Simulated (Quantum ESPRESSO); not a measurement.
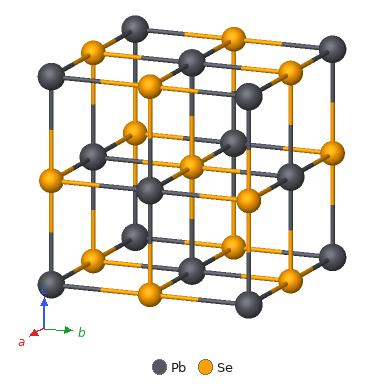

System: PbSe, space group Fm-3m (No. 225). The picture shows the conventional cell.

Input file:
```
&CONTROL
  calculation = 'scf'
  prefix = 'pwscf'
  outdir = './tmp'
  pseudo_dir = './pseudo'
  tprnfor = .true.
  tstress = .true.
  disk_io = 'nowf'
/
&SYSTEM
  ibrav = 0
  nat = 2
  ntyp = 2
  ecutwfc = 104
  nbnd = 32
  occupations = 'smearing'
  smearing = 'fd'
  degauss = 0.00367493
/
&ELECTRONS
  conv_thr = 4d-10
  electron_maxstep = 120
  mixing_beta = 0.5
/
ATOMIC_SPECIES
Pb   207.2000 Pb.upf
Se    78.9710 Se.upf
CELL_PARAMETERS angstrom
   0.0000000000    3.0606500000    3.0606500000
   3.0606500000    0.0000000000    3.0606500000
   3.0606500000    3.0606500000    0.0000000000
ATOMIC_POSITIONS crystal
Pb     0.0000000000    0.0000000000    0.0000000000
Se     0.5000000000    0.5000000000    0.5000000000
K_POINTS automatic
8 8 8 0 0 0
```

Command:
```bash
OMP_NUM_THREADS=1 pw.x -in pw.in > pw.out
```

How it was computed, with Quantum ESPRESSO 7.5: plane-wave DFT, no spin polarisation; energies at scaled volumes of the given cell, shape and fractions fixed, counted from the fit's minimum, third-order Birch-Murnaghan fit. Level: PBE.

- k mesh: 8×8×8
- occupations: Fermi–Dirac
- smearing width: 0.05 eV
- potentials: PseudoDojo 0.4 SR PBE stringent
- wave cutoff: 1415 eV
- density cutoff: 5660 eV

What does the calculation give for the energy and pressure against volume? The volume takes the values 26.95, 27.52, 28.10, 28.67, 29.24, 29.82, 30.39 Å³/atom.

A third-order Birch–Murnaghan fit gives V0 = 30.07 Å³/atom, B0 = 47.5 GPa and B′ = 3.9. The energy is 57.09 meV/atom at volume 26.95 Å³/atom and 0.52 meV/atom at 30.39 Å³/atom; the lowest computed point is at volume 29.82 Å³/atom (0.24 meV/atom), and no other minimum shows. The pressure falls from 6.50 GPa at volume 26.95 Å³/atom to −0.41 GPa at 30.39 Å³/atom, and changes sign near 30.12 Å³/atom.

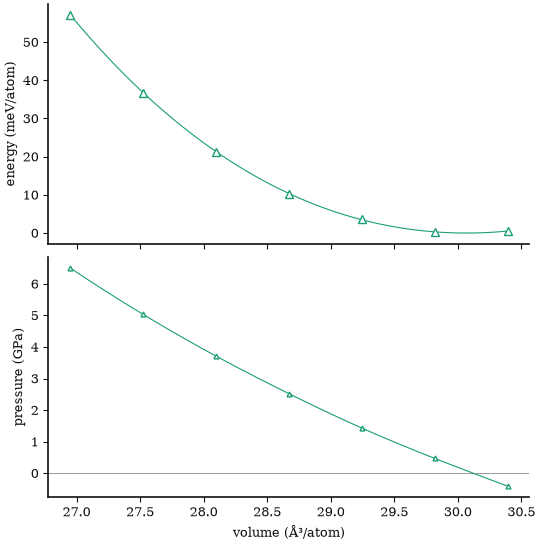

Note: spin-orbit coupling left out, heavy elements.
